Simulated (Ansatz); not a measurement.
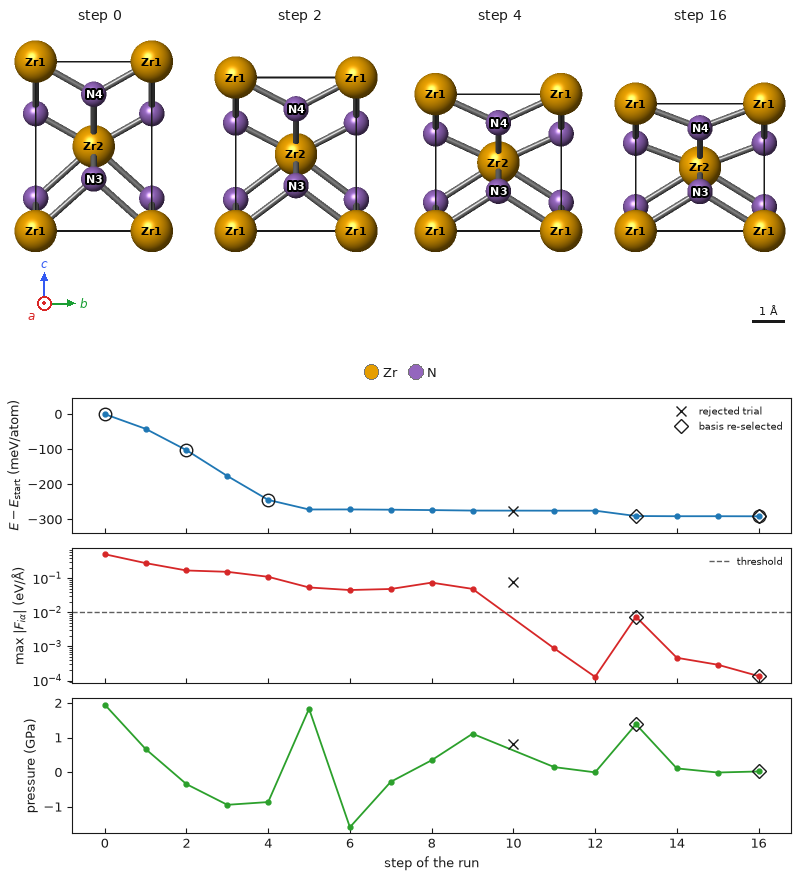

Frames of a relaxation of a crystal of ZrN2 (a generated structure, set up in P4_2/nmc), marked on the history of the run. Style: ball-and-stick. Shown: the cell of the calculation, along the a axis.

Case: O → N on all its sites, cell and atoms relaxed.

Level of theory: DFT PBE, scalar-relativistic, plane waves, PAW in Ansatz 0.2.0.

The input:
```yaml
crystal:
  lattice:
    - [3.6966364989, 0.0, 0.0]
    - [0.0, 3.6966364989, 0.0]
    - [0.0, 0.0, 5.3927781407]
  atoms:
    - { symbol: Zr, position: [0.0, 0.0, 0.0] }
    - { symbol: Zr, position: [0.5, 0.5, 0.5] }
    - { symbol: "N", position: [0.0, 0.5, 0.3071893779] }
    - { symbol: "N", position: [0.0, 0.5, 0.8071893779] }
    - { symbol: "N", position: [0.5, 0.0, 0.6928106221] }
    - { symbol: "N", position: [0.5, 0.0, 0.1928106221] }
basis:
  ecutwfc: 420
kpoints:
  mp_grid: { grid: [10, 10, 8] }
hamiltonian:
  xc: pbe
scf:
  occupations: { method: gaussian, width: 0.1 }
output:
  forces: true
  stress: true
  eigenvalues: true
relax:
  adjacent_minimum: "off"
  f_tol: 0.01
  max_steps: 60
  cell: { stress_tol: 0.1 }
```

Run as
```bash
ansatz run input.yaml --threads 1 --pin off --max-ram 2560MiB --backend cpu --events-out ev --progress --plain --runs-dir out
```

### What happens along the run?

The largest moves relative to the cell, 0.011 Å, are those of N3, N4, N5 and N6. N3 goes along +c. Zr stays in place. The volume changes by −7.8 %, with a = b 3.697 → 4.094 Å (+10.8 %), c 5.393 → 4.053 Å (−24.8 %). Some distances before and after: Zr1–N3 2.482 → 2.402 Å, Zr1–N4 2.121 → 2.187 Å. Among the angles between lasting bonds that change: Zr1–N3–Zr1 96.3° → 116.9°, Zr2–N3–Zr2 121.3° → 138.8°, Zr1–N3–Zr2 109.1° → 100.6°. The space group stays P4_2/nmc (No. 137). The energy falls by 291 meV per atom in 13 accepted moves (16 points after the start). The largest force component goes from 0.51 to 0.00014 eV/Å. Pressure: 1.95 GPa at the start and 0.02 GPa at the end. The line search rejected the trial step at point 10 of the run. The SCF was repeated twice at an unchanged geometry on a basis and grid sized afresh for the cell, which shifted the energy by 15.3 meV per atom at most. From step 0 to 2: N atoms move most (0.06 Å), volume −2.2 %, energy −103 meV per atom. From step 2 to 4: N atoms move most (0.02 Å), volume −3.6 %, energy −142 meV per atom. From step 4 to 16: N atoms move most (0.08 Å), volume −2.2 %, energy −46.7 meV per atom.

| step | E − E(0), meV/atom | largest force component, eV/Å | pressure, GPa | volume, Å³/atom | note |
| --- | --- | --- | --- | --- | --- |
| 0 | 0.00 | 0.5103 | 1.95 | 12.282 |  |
| 1 | -41.90 | 0.2802 | 0.67 | 12.147 |  |
| 2 | -102.74 | 0.1701 | -0.35 | 12.015 |  |
| 3 | -176.31 | 0.1554 | -0.94 | 11.820 |  |
| 4 | -244.38 | 0.1110 | -0.86 | 11.585 |  |
| 5 | -271.68 | 0.0540 | 1.83 | 11.210 |  |
| 6 | -271.60 | 0.0453 | -1.59 | 11.385 |  |
| 7 | -272.32 | 0.0487 | -0.28 | 11.320 |  |
| 8 | -273.42 | 0.0748 | 0.35 | 11.274 |  |
| 9 | -274.80 | 0.0490 | 1.11 | 11.214 |  |
| 10 | -274.65 | 0.0759 | 0.81 | 11.248 | rejected |
| 11 | -275.10 | 0.0009 | 0.15 | 11.271 |  |
| 12 | -275.08 | 0.0001 | 0.00 | 11.277 |  |
| 13 | -290.34 | 0.0075 | 1.38 | 11.277 | same geometry, new basis |
| 14 | -290.89 | 0.0005 | 0.11 | 11.318 |  |
| 15 | -290.87 | 0.0003 | -0.01 | 11.325 |  |
| 16 | -291.10 | 0.0001 | 0.02 | 11.325 | same geometry, new basis |
